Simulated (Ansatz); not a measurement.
## A series of single points on LiF

System: LiF (2 atoms in the cell).
Method: DFT PBE, scalar-relativistic, plane waves, PAW, no spin polarisation (Ansatz 0.2.0).

The 6 runs differ only in the geometry, by an even scaling of the cell at fixed fractional positions. The structure was made by a generator, so it may or may not be a known phase.

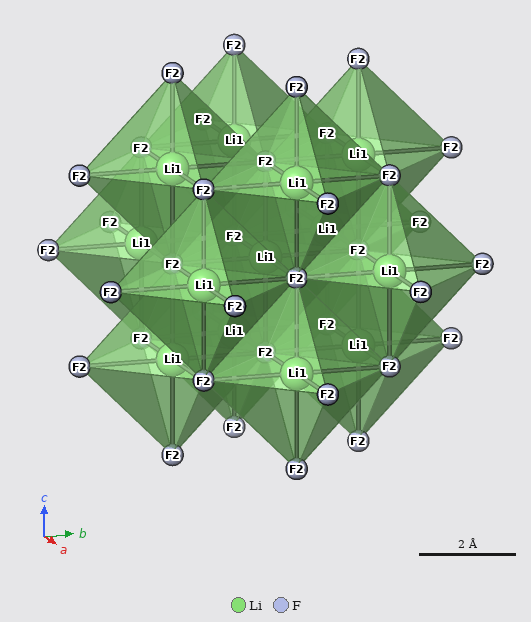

Figure 1. The structure of run 4 (polyhedral view of the cell 4 times as large as that of the calculation, set on its symmetry axes, seen slightly off an axis; polyhedra are completed across the faces of the cell; atoms are numbered from 1 in the order of the input).

## Input of run 4
```yaml
crystal:
  lattice:
    - [0.0, 2.0543624099, 2.0543624099]
    - [2.0543624099, 0.0, 2.0543624099]
    - [2.0543624099, 2.0543624099, 0.0]
  atoms:
    - { symbol: Li, position: [0.5, 0.5, 0.5] }
    - { symbol: F, position: [0.0, 0.0, 0.0] }
basis:
  ecutwfc: 420
kpoints:
  mp_grid: { grid: [10, 10, 10] }
hamiltonian:
  xc: pbe
scf:
  occupations: { method: gaussian, width: 0.02 }
output:
  forces: true
  stress: true
  eigenvalues: true
```

Command:
```bash
ansatz run input.yaml --threads 1 --pin off --max-ram 2560MiB --backend cpu --events-out ev --progress --plain --runs-dir out
```

Run 3 differs from it as follows:
```diff
-    - [0.0, 2.0543624099, 2.0543624099]
-    - [2.0543624099, 0.0, 2.0543624099]
-    - [2.0543624099, 2.0543624099, 0.0]
+    - [0.0, 2.0136712201, 2.0136712201]
+    - [2.0136712201, 0.0, 2.0136712201]
+    - [2.0136712201, 2.0136712201, 0.0]
```

## Results, with one run withheld

```csv
run,volume per atom (Å³),"free energy per atom, from the lowest run given (meV)",pressure (GPa),gap on the mesh (eV)
1,7.660,15.10,7.68,9.68
2,7.913,5.46,4.70,9.38
3,8.165,?,?,?
4,8.670,0.00,−1.89,8.58
5,8.923,4.28,−3.49,8.35
6,9.259,13.53,−5.27,8.06
```

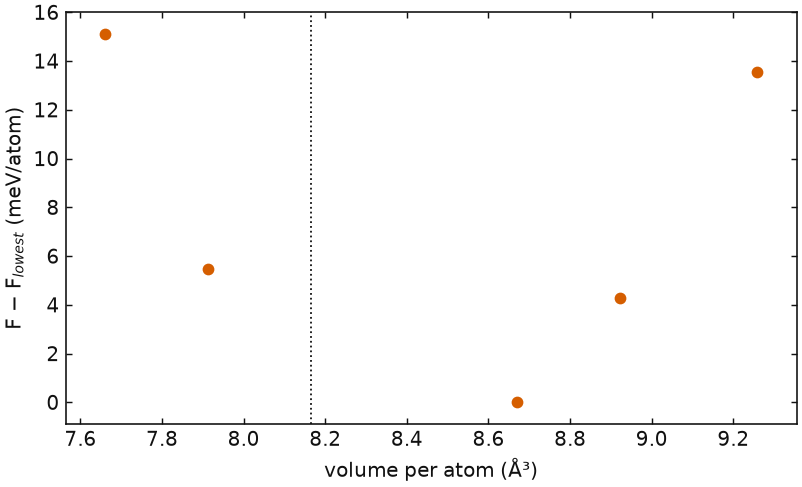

Figure 2. Free energy per atom of the runs given; the dotted line marks run 3.

Estimate the energy of run 3 from the others.

A cubic polynomial in V^(−2/3) (the Birch–Murnaghan form), fitted to the 5 runs given, misses them by at most 0.01 meV per atom. With x = V^(−2/3) − 0.24107 Å⁻², it reads F = −1.4894 − 83.644 x + 67796 x² − 835.13 x³ (meV per atom). At run 3 it gives 0.13 meV per atom, and the run itself gives 0.07. The slope of the fit gives a pressure −dF/dV of 2.16 GPa there, and the run prints 2.16 GPa. The fit has its minimum at 8.416 Å³ per atom, where V d²F/dV² gives 67 GPa: the bulk modulus at this level, since symmetry fixes the shape and the positions. The gap on the mesh goes, without turning, from 9.68 eV in run 1 to 8.06 eV in run 6; run 3 has 9.09 eV. These are gaps of this functional on this mesh, which can miss the band edges; they aren't the measured gap.

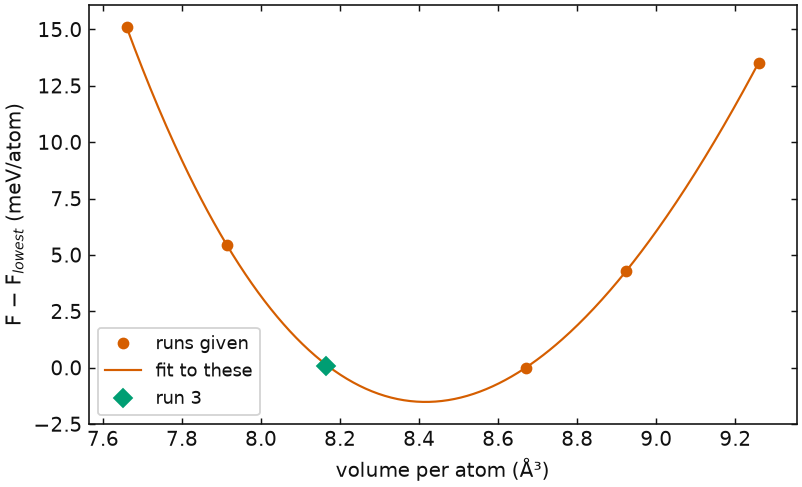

Figure 3. The fit and the withheld run.

## Output, shortened to warnings, some set-up lines, iterations and results (run 3)
```
Basis set: ecut = 420 eV, 331 PW (Γ), exchange–correlation on 40×40×40 points (8 copies of the dense FFT grid, shifted against one another)
Symmetry: 48 space group operations
k-points: 47 of 1000
Initial density: superposition of atomic densities (neutral atoms: chi_scale 0, normalization atom), corrected by the library's trained network
[...]
SCF iter   1: F=—  HF=-1016.167465 eV  |F-HF|=—  |Δ(HF+E_count)|=         —  Δρ=5.48e-4  dr2=1.05e-5  ethr=1.77e-3  ⟨swp⟩=5.8  Hψ=2654  notcnv=0
SCF iter   2: F=—  HF=-1016.167489 eV  |F-HF|=—  |Δ(HF+E_count)|=   2.38e-5  Δρ=6.94e-4  dr2=4.64e-5  ethr=1.05e-7  ⟨swp⟩=2.0  Hψ=987  notcnv=0
SCF iter   3: F=—  HF=-1016.167491 eV  |F-HF|=—  |Δ(HF+E_count)|=   2.22e-6  Δρ=3.36e-4  dr2=9.54e-6  ethr=1.05e-7  ⟨swp⟩=2.4  Hψ=584  notcnv=0
SCF iter   4: F=—  HF=-1016.167517 eV  |F-HF|=—  |Δ(HF+E_count)|=   2.61e-5  Δρ=2.53e-4  dr2=6.64e-6  ethr=9.54e-8  ⟨swp⟩=2.0  Hψ=611  notcnv=0
SCF iter   5: F=—  HF=-1016.167516 eV  |F-HF|=—  |Δ(HF+E_count)|=   1.32e-6  Δρ=1.49e-4  dr2=2.35e-6  ethr=6.64e-8  ⟨swp⟩=1.0  Hψ=423  notcnv=0
SCF iter   6: F=—  HF=-1016.167515 eV  |F-HF|=—  |Δ(HF+E_count)|=   6.04e-7  Δρ=6.20e-5  dr2=4.14e-7  ethr=2.35e-8  ⟨swp⟩=1.4  Hψ=473  notcnv=0
SCF iter   7: F=-1016.167515 eV  HF=-1016.167515 eV  |F-HF|=2.26e-8  |Δ(HF+E_count)|=   1.21e-7  Δρ=1.56e-5  dr2=2.64e-8  ethr=1.00e-9  ⟨swp⟩=2.0  Hψ=1434  notcnv=0
SCF 1 converged in 7 iterations: F = -1016.167515 eV  dr2 = 2.64e-8
SCF converged after 7 iterations
Free energy (F): -1016.167515 eV
Harris-Foulkes:  -1016.167515 eV  (|F-HF|=2.26e-8)
Internal energy: -1016.167515 eV  (E = F + TS)
E sigma→0 (E₀):  -1016.167515 eV
Fermi energy:    5.548637 eV
--- Per-component energies (eV) ---
  E_band       = -117.657548
  E_kinetic    = 230.625178
  E_local      = -640.831474  (includes V_loc(G=0)·N_el)
  E_nonlocal   = 40.383447
  E_hartree    = 224.523834
  E_xc         = -91.835245
  E_vxc        = -117.802774  (∫ρ·V_xc dr)
  E_paw        = -221.814822  (= ΣΔE_a)
  E_vpaw       = -79.077335  (= ΣTr[D̂ρ^β])
  E_aug_tail   = 0.002217  (compensation charges beyond the density's cutoff)
  E_ewald      = -557.220651
  E_smearing   = -0.000000  (= −TS)
  E_closure    = 0.000000  (closes the sum)
  Σ components = -1016.167515   (vs F -1016.167515, Δ=0.00e0)
--- Forces (eV/Å), atoms counted from 1 ---
  atom   1  Li     0.00000000     0.00000000     0.00000000
  atom   2  F     -0.00000000     0.00000000     0.00000000
  max |Σ_I F_I| component: 4.04e-30 eV/Å
--- Stress (GPa, compression-positive) ---
        2.158210       0.000000      -0.000000
       -0.000000       2.158210      -0.000000
        0.000000       0.000000       2.158210
  P = ⅓ Tr σ = 2.1582 GPa (21.582 kbar)
```
